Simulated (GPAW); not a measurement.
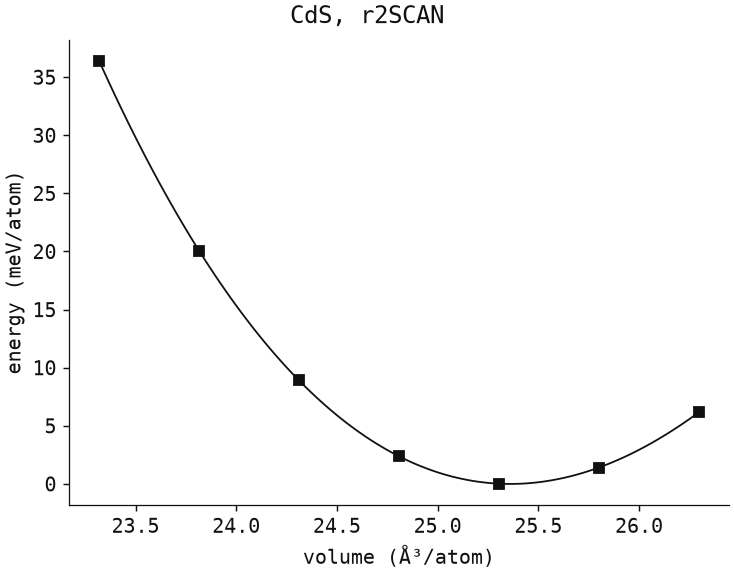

Plotted: energy against volume for CdS, space group F-43m (No. 216).

Starting cell:
```xyz
2
Lattice="0.0000 2.9165 2.9165 2.9165 0.0000 2.9165 2.9165 2.9165 0.0000" Properties=species:S:1:pos:R:3 pbc="T T T"
Cd    0.0000    0.0000    0.0000
S     4.3748    4.3748    4.3748
```

How it was computed, with GPAW 26.7.0: PAW DFT in plane waves, on a grid or in atomic orbitals, no spin polarisation; energies at scaled volumes of the given cell, shape and fractions fixed, counted from the fit's minimum, third-order Birch-Murnaghan fit. Level: r2SCAN.

k mesh 8×8×8; occupations Fermi–Dirac; smearing width 0.05 eV; potentials GPAW PAW data sets (gpaw data 1.2.1); wave cutoff 600 eV; program settings basis pw.

From this curve and the settings, what does the calculation give for the pressure at the same points?

The pressure falls from 6.11 GPa at volume 23.32 Å³/atom to −2.09 GPa at 26.30 Å³/atom, and changes sign near 25.34 Å³/atom.

| volume (Å³/atom) | pressure (GPa) |
| --- | --- |
| 23.32 | 6.11 |
| 23.82 | 4.35 |
| 24.31 | 2.77 |
| 24.81 | 1.35 |
| 25.30 | 0.08 |
| 25.80 | −1.07 |
| 26.30 | −2.09 |
